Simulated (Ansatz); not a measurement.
Run report: Ag, geometry relaxation

The run: geometry relaxation of Ag (Fm-3m, 1 atom in the cell). Method and program: DFT PBE+D3(BJ), scalar-relativistic, plane waves, PAW, no spin polarisation (Ansatz 0.2.0).

The structure derives from an entry of the Crystallography Open Database. Figures and captions count atoms from 1; the log counts them from 0 in places.

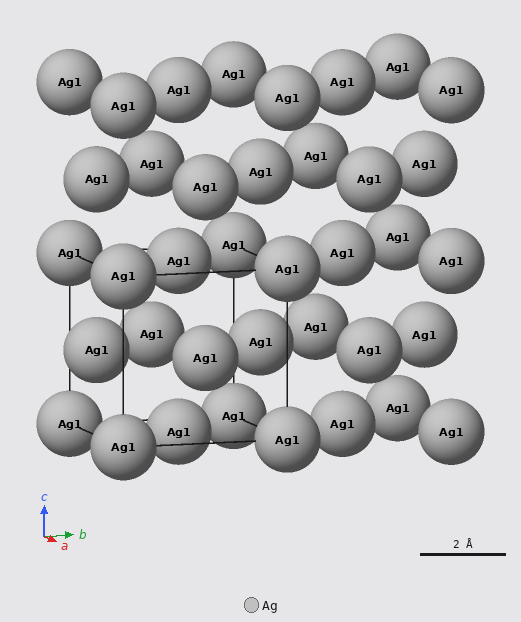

*The structure as given in the input (spheres-only view of the cell 4 times as large as that of the calculation, set on its symmetry axes, repeated 1 × 2 × 2, seen slightly off an axis; atoms are numbered from 1 in the order of the input). An atom can appear more than once, as a periodic image.*

### Results in brief

| quantity | value |
| --- | --- |
| outcome | converged |
| space group (tolerance 0.01 Å) | Fm-3m (225) |
| electrons treated | 19 |
| free energy | −7591.1352 eV |
| Fermi energy | 17.547 eV |
| gap on the k-point mesh | none (metallic) |
| pressure | −0.02 GPa |
| final volume | 16.90 Å³ |
| largest force (length of the vector) at the end | under 0.001 eV/Å |
| final cell | a = 2.880 Å, b = 2.880 Å, c = 2.880 Å, α = 60.00°, β = 60.00°, γ = 60.00° |
| hardware | 4 threads of AMD EPYC (Zen 5), 32 GiB of memory available, shared host |
| wall time | 1.4 s (CPU time 4.7 s) |
| peak memory | 0.41 GiB |

### Input
```yaml
crystal:
  lattice:
    - [0.0, 2.0431, 2.0431]
    - [2.0431, 0.0, 2.0431]
    - [2.0431, 2.0431, 0.0]
  atoms:
    - { symbol: Ag, position: [0.0, 0.0, 0.0] }
basis:
  ecutwfc: 420
kpoints:
  mp_grid: { grid: [18, 18, 18] }
hamiltonian:
  xc: pbe
  dispersion: d3bj
scf:
  occupations: { method: gaussian, width: 0.1 }
output:
  forces: true
  stress: true
  eigenvalues: true
  write_density: true
  write_potential: true
  elf: true
  volumetric_format: npy
relax:
  adjacent_minimum: "off"
  f_tol: 0.005
  max_steps: 80
  cell: { stress_tol: 0.05 }
```

Launched with:
```bash
ansatz run input.yaml --threads 4 --pin off --max-ram 10240MiB --backend cpu --events-out ev --progress --plain --runs-dir out
```

### What the program printed
```
Engine: ansatz 0.2.0, x86_64-unknown-linux-gnu
Pseudopotentials: kind: paw
Pseudopotential: Ag, paw, valence charge 19, recommended cutoff 420 eV (normal), Ag.paw.azcp
Functional definition: PBE
  parameter kappa = 0.804
  parameter beta = 0.06672455060314922
  exchange = pbe_x(kappa = kappa, mu = beta*pi^2/3)
  correlation = pbe_c(beta = beta)
Crystal: 1 atoms, lattice volume = 17.057 Å³
Basis set: ecut = 420 eV, 331 PW (Γ), exchange–correlation on 40×40×40 points (8 copies of the dense FFT grid, shifted against one another)
Bands: 14, of which v1, the nominal top of the filled ones, is band 10 counted from 1 (9 counted from 0)
Symmetry: 48 space group operations
Space group: Fm-3m (ITA 225), of the structure as read, at distance tolerance 2.6e-5 Å
k-points: 195 of 5832
Non-local potential: Ag, projectors of the file, l = 0: 3, l = 1: 2, l = 2: 2, l = 3: 1
PAW form: soft (Blöchl's): semilocal exchange-correlation on the pseudo side does not see the compensation charge
PAW one-centre angular grid: Ag, 590 points (default); XC on 64 Gauss nodes
Initial density: superposition of atomic densities (neutral atoms: chi_scale 0, normalization atom), corrected by the library's trained network
Initial wavefunctions: pseudopotential atomic-orbital guess
Functional: x = pbe(κ = 0.804, μ = 0.2195149727645171), c = pbe(β = 0.06672455060314922)
SCF iter   1: F=—  HF=-7591.134459 eV  |F-HF|=—  |Δ(HF+E_count)|=         —  Δρ=8.30e-4  dr2=1.66e-5  ethr=1.77e-3  ⟨swp⟩=4.6  Hψ=13573  notcnv=0
preconditioner: auto → none  [insulator: Δε(μ)=0.172 eV  Ē_g=16.258 eV  σ=0.100 eV  W_gap=0.67  n_scr=8 (ndim 8)  ℏωp=29.8 eV  f_vac=0.000  D(μ)=0.20/eV (n_scr^D=0)  ε∞_Penn≈4.4]
SCF iter   2: F=—  HF=-7591.134651 eV  |F-HF|=—  |Δ(HF+E_count)|=   1.92e-4  Δρ=4.34e-4  dr2=4.46e-6  ethr=8.74e-8  ⟨swp⟩=2.1  Hψ=6188  notcnv=0
SCF iter   3: F=—  HF=-7591.134686 eV  |F-HF|=—  |Δ(HF+E_count)|=   3.50e-5  Δρ=1.82e-4  dr2=4.30e-6  ethr=2.35e-8  ⟨swp⟩=2.0  Hψ=4517  notcnv=0
iter 4 did not close the SCF: its close was put off for the readings that it lacked (scf_convergence_deferred on its scf_iter line)
SCF iter   4: F=-7591.134686 eV  HF=-7591.134686 eV  |F-HF|=3.06e-8  |Δ(HF+E_count)|=   3.06e-7  Δρ=1.98e-5  dr2=4.77e-8  ethr=2.26e-8  ⟨swp⟩=2.2  Hψ=3699  notcnv=0
iter 5 did not close the SCF: its close was put off for the readings that it lacked (scf_convergence_deferred on its scf_iter line)
SCF iter   5: F=-7591.134686 eV  HF=-7591.134686 eV  |F-HF|=1.03e-9  |Δ(HF+E_count)|=   6.88e-9  Δρ=3.82e-6  dr2=5.94e-10  ethr=2.51e-10  ⟨swp⟩=2.0  Hψ=4032  notcnv=0
SCF iter   6: F=-7591.134686 eV  HF=-7591.134686 eV  |F-HF|=3.27e-11  |Δ(HF+E_count)|=   1.25e-9  Δρ=5.68e-7  dr2=4.64e-11  ethr=3.13e-12  ⟨swp⟩=4.0  Hψ=12187  notcnv=0
SCF 1 converged in 6 iterations: F = -7591.134686 eV  dr2 = 4.64e-11
  greatest PAW one-centre occupation: 1.000 electrons in one spin orbital (limit 2), on the Ag atom at site 0 (counted from 0), in its partial waves of l = 0
relax step   1: F+E_penalty+E_count = -7591.13468560 eV  Δ(F+E_penalty+E_count) = +0.000e0 eV  max|allowed force component| = 0.000e0 eV/Å  Δτ_max = 0.0000 Å  P = -1.046 GPa  Ω = 17.057 Å³  (6 SCF iters, dr2 threshold 1.00e-7 eV, accepted)
Crystal: 1 atoms, lattice volume = 16.763 Å³
Initial density: handed on by an earlier stage of this run
Initial wavefunctions: those handed on with the density
iter 1 solved again at ethr=2.72e-6 eV; its pass at ethr=3.10e-3 eV (dr2=5.17e-4 eV) is discarded
SCF iter   1: F=—  HF=-7591.135132 eV  |F-HF|=—  |Δ(HF+E_count)|=         —  Δρ=1.63e-3  dr2=4.92e-4  ethr=2.72e-6  ⟨swp⟩=1.7  Hψ=17667  notcnv=0
preconditioner: auto → none  [insulator: Δε(μ)=0.186 eV  Ē_g=16.419 eV  σ=0.100 eV  W_gap=0.70  n_scr=8 (ndim 8)  ℏωp=30.1 eV  f_vac=0.000  D(μ)=0.19/eV (n_scr^D=0)  ε∞_Penn≈4.4]
SCF iter   2: F=—  HF=-7591.135023 eV  |F-HF|=—  |Δ(HF+E_count)|=   1.09e-4  Δρ=9.45e-4  dr2=7.86e-5  ethr=2.59e-6  ⟨swp⟩=2.2  Hψ=3923  notcnv=0
SCF iter   3: F=—  HF=-7591.134988 eV  |F-HF|=—  |Δ(HF+E_count)|=   3.54e-5  Δρ=2.62e-4  dr2=5.81e-6  ethr=4.13e-7  ⟨swp⟩=2.5  Hψ=4319  notcnv=0
SCF iter   4: F=-7591.134987 eV  HF=-7591.134987 eV  |F-HF|=1.08e-8  |Δ(HF+E_count)|=   1.13e-6  Δρ=2.38e-5  dr2=3.16e-8  ethr=5.26e-10  ⟨swp⟩=5.8  Hψ=14549  notcnv=0
SCF 2 converged in 4 iterations: F = -7591.134987 eV  dr2 = 3.16e-8
relax step   2: F+E_penalty+E_count = -7591.13498673 eV  Δ(F+E_penalty+E_count) = -3.011e-4 eV  max|allowed force component| = 0.000e0 eV/Å  Δτ_max = 0.0000 Å  P = +0.893 GPa  Ω = 16.763 Å³  energy of the carried Pulay correction = +1.263e-4 eV  (4 SCF iters, dr2 threshold 1.00e-7 eV, accepted)
Crystal: 1 atoms, lattice volume = 16.897 Å³
iter 1 solved again at ethr=4.39e-7 eV; its pass at ethr=3.10e-3 eV (dr2=8.35e-5 eV) is discarded
SCF iter   1: F=—  HF=-7591.135320 eV  |F-HF|=—  |Δ(HF+E_count)|=         —  Δρ=7.48e-4  dr2=1.05e-4  ethr=4.39e-7  ⟨swp⟩=2.1  Hψ=17205  notcnv=0
preconditioner: auto → none  [insulator: Δε(μ)=0.179 eV  Ē_g=16.359 eV  σ=0.100 eV  W_gap=0.68  n_scr=8 (ndim 8)  ℏωp=30.0 eV  f_vac=0.000  D(μ)=0.19/eV (n_scr^D=0)  ε∞_Penn≈4.4]
SCF iter   2: F=—  HF=-7591.135295 eV  |F-HF|=—  |Δ(HF+E_count)|=   2.44e-5  Δρ=4.34e-4  dr2=1.71e-5  ethr=4.39e-7  ⟨swp⟩=2.1  Hψ=3928  notcnv=0
SCF iter   3: F=—  HF=-7591.135291 eV  |F-HF|=—  |Δ(HF+E_count)|=   4.41e-6  Δρ=1.17e-4  dr2=1.16e-6  ethr=8.98e-8  ⟨swp⟩=2.5  Hψ=4319  notcnv=0
SCF iter   4: F=-7591.135291 eV  HF=-7591.135291 eV  |F-HF|=1.64e-9  |Δ(HF+E_count)|=   2.62e-7  Δρ=1.01e-5  dr2=5.71e-9  ethr=5.26e-10  ⟨swp⟩=5.0  Hψ=13740  notcnv=0
SCF 3 converged in 4 iterations: F = -7591.135291 eV  dr2 = 5.71e-9
relax step   3: F+E_penalty+E_count = -7591.13529064 eV  Δ(F+E_penalty+E_count) = -3.039e-4 eV  max|allowed force component| = 0.000e0 eV/Å  Δτ_max = 0.0000 Å  P = -0.020 GPa  Ω = 16.897 Å³  energy of the carried Pulay correction = +6.839e-5 eV  (4 SCF iters, dr2 threshold 1.00e-7 eV, accepted)
Initial wavefunctions: pseudopotential atomic-orbital guess (no wavefunctions were taken with the density)
iter 1 solved again at ethr=7.35e-9 eV; its pass at ethr=3.10e-3 eV (dr2=1.40e-6 eV) is discarded
SCF iter   1: F=—  HF=-7591.135222 eV  |F-HF|=—  |Δ(HF+E_count)|=         —  Δρ=2.86e-5  dr2=2.10e-8  ethr=7.35e-9  ⟨swp⟩=3.0  Hψ=21193  notcnv=0
preconditioner: auto → none  [insulator: Δε(μ)=0.179 eV  Ē_g=16.353 eV  σ=0.100 eV  W_gap=0.69  n_scr=8 (ndim 8)  ℏωp=30.0 eV  f_vac=0.000  D(μ)=0.19/eV (n_scr^D=0)  ε∞_Penn≈4.4]
SCF iter   2: F=—  HF=-7591.135223 eV  |F-HF|=—  |Δ(HF+E_count)|=   1.10e-6  Δρ=1.43e-5  dr2=6.42e-9  ethr=1.11e-10  ⟨swp⟩=2.2  Hψ=3917  notcnv=0
SCF iter   3: F=—  HF=-7591.135223 eV  |F-HF|=—  |Δ(HF+E_count)|=   8.66e-9  Δρ=5.54e-6  dr2=3.58e-9  ethr=3.38e-11  ⟨swp⟩=2.1  Hψ=3845  notcnv=0
SCF iter   4: F=—  HF=-7591.135223 eV  |F-HF|=—  |Δ(HF+E_count)|=  6.23e-10  Δρ=6.30e-7  dr2=2.53e-11  ethr=1.89e-11  ⟨swp⟩=2.1  Hψ=3865  notcnv=0
SCF iter   5: F=-7591.135223 eV  HF=-7591.135223 eV  |F-HF|=2.73e-12  |Δ(HF+E_count)|=  1.36e-11  Δρ=1.49e-8  dr2=1.73e-14  ethr=1.00e-12  ⟨swp⟩=4.5  Hψ=9217  notcnv=0
SCF 4 converged in 5 iterations: F = -7591.135223 eV  dr2 = 1.73e-14
relax step   4: F+E_penalty+E_count = -7591.13522322 eV  Δ(F+E_penalty+E_count) = +6.742e-5 eV  max|allowed force component| = 0.000e0 eV/Å  Δτ_max = 0.0000 Å  P = -0.017 GPa  Ω = 16.897 Å³  stress off target by 1.67e-2 GPa  SCF on the basis re-selected at this cell (its energy is not comparable with the rows above)  (5 SCF iters)
```

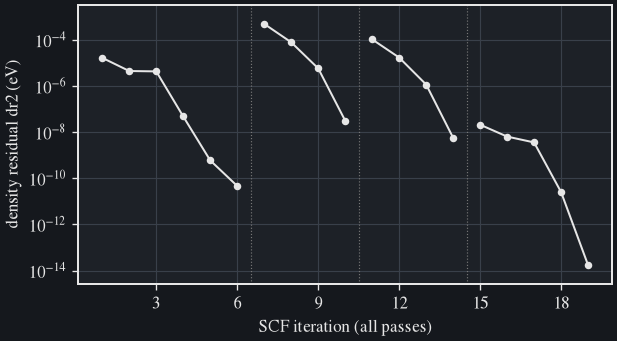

*Convergence of the self-consistent field: density residual dr2 against the SCF iteration. The dotted lines part the SCF passes of the relaxation: geometry steps, rejected trials and re-solves on a re-selected basis.*

The passes take 6, 4, 4 and 5 iterations.

```
basis re-selected at this cell: Δ(F+E_penalty+E_count) = +6.742e-5 eV, ΔP = +0.003 GPa vs the last step (what re-selecting the basis moved, of the pressure what is left beyond the Pulay correction that the steps carried, after the strain that the cell walked since its last selection, with what the two solves' SCF thresholds leave and, on support functions, any second-order correction that the steps lacked; it is no measure of the basis error at this ecutwfc). This SCF's stress stands 1.67e-2 GPa from its target on what of the cell is left free (relax.cell.stress_tol is 5.00e-2 GPa) and its largest allowed force component is 0.00e0 eV/Å (relax.f_tol is 5.00e-3 eV/Å): within both
SCF converged after 5 iterations
Free energy (F): -7591.135223 eV
Harris-Foulkes:  -7591.135223 eV  (|F-HF|=2.73e-12)
Internal energy: -7591.134248 eV  (E = F + TS)
E sigma→0 (E₀):  -7591.134736 eV
Entropy (-TS):   -0.000975 eV (-0.975 meV/atom)
Fermi energy:    17.546950 eV
--- Per-component energies (eV) ---
  E_band       = -230.575654
  E_kinetic    = 527.709874
  E_local      = -2179.590750  (includes V_loc(G=0)·N_el)
  E_nonlocal   = 79.837273
  E_hartree    = 994.024547
  E_xc         = -185.169184
  E_vxc        = -235.319344  (∫ρ·V_xc dr)
  E_paw        = -3901.867106  (= ΣΔE_a)
  E_vpaw       = -411.262124  (= ΣTr[D̂ρ^β])
  E_aug_tail   = 0.000325  (compensation charges beyond the density's cutoff)
  E_ewald      = -2925.484646
  E_disp       = -0.594583  (pairwise vdW)
  E_smearing   = -0.000975  (= −TS)
  E_closure    = 0.000000  (closes the sum)
  Σ components = -7591.135223   (vs F -7591.135223, Δ=0.00e0)
--- Forces (eV/Å), atoms counted from 1 ---
  atom   1  Ag    -0.00000000     0.00000000    -0.00000000
  max |Σ_I F_I| component: 9.50e-33 eV/Å
--- Stress (GPa, compression-positive) ---
       -0.016691      -0.000000      -0.000000
       -0.000000      -0.016691      -0.000000
       -0.000000      -0.000000      -0.016691
  P = ⅓ Tr σ = -0.0167 GPa (-0.167 kbar)
--- Band table (eV; the first three rows and the last of 195) ---
  k-point 0: bands = ["-74.4150", "-37.8033", "-37.8033", "-37.8033", "9.7237", "12.7539", "12.7539", "12.7539", "13.8097", "13.8097", "33.4745", "37.1067", "37.1067", "37.1067"]
  k-point 1: bands = ["-74.4145", "-37.8084", "-37.8040", "-37.8040", "9.8214", "12.7307", "12.7815", "12.7815", "13.7989", "13.7989", "33.5020", "36.2946", "37.1546", "37.1546"]
  k-point 2: bands = ["-74.4129", "-37.8233", "-37.8063", "-37.8063", "10.1038", "12.6765", "12.8531", "12.8531", "13.7777", "13.7777", "33.3090", "34.8846", "37.2754", "37.2754"]
  k-point 194: bands = ["-74.3911", "-37.9252", "-37.9085", "-37.8694", "11.8129", "12.2163", "12.7512", "13.8475", "14.8347", "22.8783", "24.2590", "24.6083", "25.8761", "39.2802"]
--- Relaxed structure (3 steps of the walk, 3 accepted, 1 SCFs on fresh bases) ---
  F+E_penalty+E_count = -7591.13522322 eV   max|allowed force component| = 0.000e0 eV/Å   (the final SCF, on the basis selected at the relaxed cell)
  cell:  # Å, volume = 16.8971 Å³
    - [4.339027746762651e-35, 2.0367018723395196, 2.0367018723395196]
    - [2.0367018723395196, 8.757670681539296e-35, 2.0367018723395196]
    - [2.0367018723395196, 2.0367018723395196, 1.2340354142169008e-35]
  atoms:
    - { symbol: Ag, position: [0.0, 0.0, 0.0] }
```

### Trajectory as extended XYZ (Å, eV, eV/Å), 4 frames, from step=1 to step=4
```
1
Lattice="0.0000 2.0431 2.0431 2.0431 0.0000 2.0431 2.0431 2.0431 0.0000" Properties=species:S:1:pos:R:3:forces:R:3 step=1 energy=-7591.13469 pressure_GPa=-1.05
Ag    0.0000    0.0000    0.0000    0.0000   0.0000   0.0000
1
Lattice="0.0000 2.0313 2.0313 2.0313 0.0000 2.0313 2.0313 2.0313 0.0000" Properties=species:S:1:pos:R:3:forces:R:3 step=2 energy=-7591.13499 pressure_GPa=0.89
Ag    0.0000    0.0000    0.0000    0.0000   0.0000   0.0000
1
Lattice="0.0000 2.0367 2.0367 2.0367 0.0000 2.0367 2.0367 2.0367 0.0000" Properties=species:S:1:pos:R:3:forces:R:3 step=3 energy=-7591.13529 pressure_GPa=-0.02
Ag    0.0000    0.0000    0.0000    0.0000   0.0000   0.0000
1
Lattice="0.0000 2.0367 2.0367 2.0367 0.0000 2.0367 2.0367 2.0367 0.0000" Properties=species:S:1:pos:R:3:forces:R:3 step=4 energy=-7591.13522 pressure_GPa=-0.02
Ag    0.0000    0.0000    0.0000    0.0000   0.0000   0.0000
```

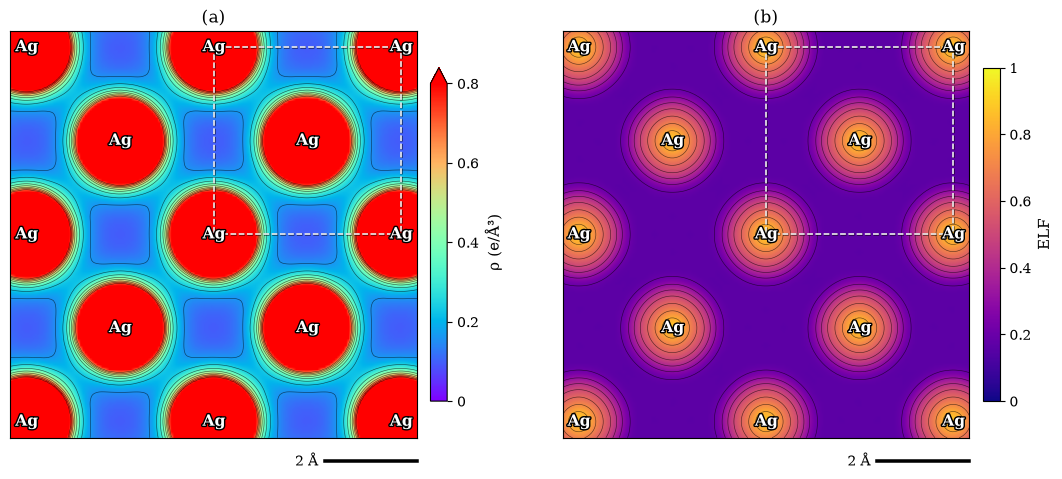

*(a) valence electron density; (b) ELF on the (010) plane of the conventional cell.*

The section cuts through Ag sites. Ag–Ag (2.88 Å): ρ is about 0.22 e/Å³ halfway; the ELF is about 0.15 at the midpoint; no shared electron pair. Away from the nuclei the density in this plane falls to 0.1 e/Å³ at its lowest. The strong features right at Ag lie inside the PAW spheres (semicore, d or f shells) and say nothing about bonding. Core electrons are frozen (PAW), so the fields are smoothed inside the atomic spheres.

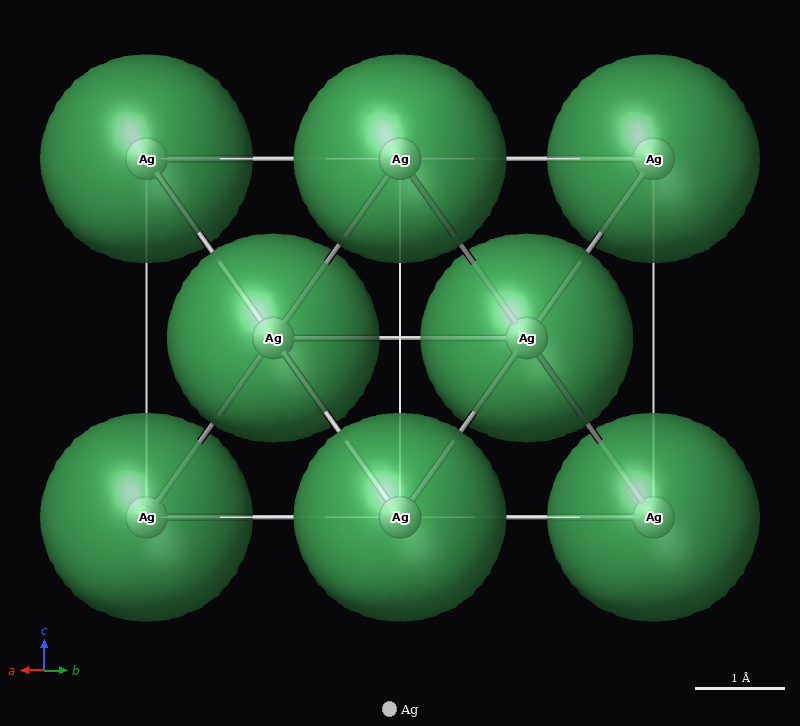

*Isosurface of the valence charge density (pseudo) at 0.3 e/Å³ (green), seen along [110]. Sticks mark near contacts. The outline is the cell set on symmetry axes.*

At this value the density breaks into separate islands; it holds about 90 % of the electrons treated as valence (semicore included). It is pinched off along the Ag–Ag (2.88 Å) contacts. On the grid the lowest density along these lines, outside the cores, is 0.22 e/Å³ (Ag–Ag, 2.88 Å).
